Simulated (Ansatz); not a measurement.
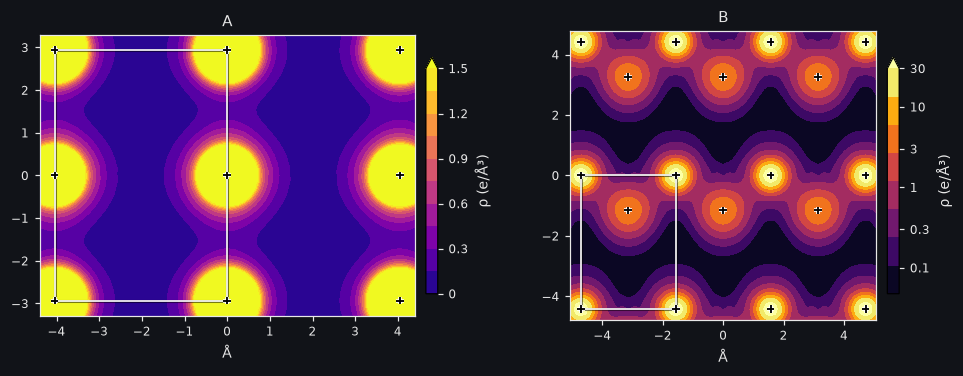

The valence electron density of 2 systems, each on a plane through atoms (crosses mark nuclei in the plane).

Theory: Ansatz, DFT LDA, scalar-relativistic, plane waves, PAW.

System 1: SnSe, the (100) plane of the conventional cell. Space group I4/mmm; changed on purpose from its base cell (strain -0.050 along x and y, -0.025 along z, atoms carried along); computed pressure about 5 GPa in this cell.

```xyz
4
Lattice="2.8595 -2.8595 0.0000 2.8595 2.8595 0.0000 0.0000 0.0000 5.8695" Properties=species:S:1:pos:R:3 pbc="T T T"
Sn    0.0000    0.0000    0.0000
Sn    2.8595    0.0000    2.9348
Se    2.8595    0.0000    0.0000
Se    0.0000    0.0000    2.9348
```

System 2: AlGaN2, the (010) plane of the conventional cell. Space group P-4m2; a structure from a database of computed crystals, not necessarily the ambient phase; computed pressure about −5 GPa in this cell.

```
CELL_PARAMETERS angstrom
3.14088 0.00000 0.00000
0.00000 3.14088 0.00000
0.00000 0.00000 4.42384
ATOMIC_POSITIONS crystal
Al 0.50000 0.50000 0.50000
Ga 0.00000 0.00000 0.00000
N 0.50000 0.00000 0.73826
N 0.00000 0.50000 0.26174
```

Q: Which map belongs to which system?

A: Panel A is system 1, SnSe: the plane holds Sn and Se. Sn–Se (2.93 Å): ρ is about 0.25 e/Å³ halfway. Panel B is system 2, AlGaN2: the plane holds Ga and N. Ga–N (1.95 Å): ρ at the midpoint is about 0.74 e/Å³.
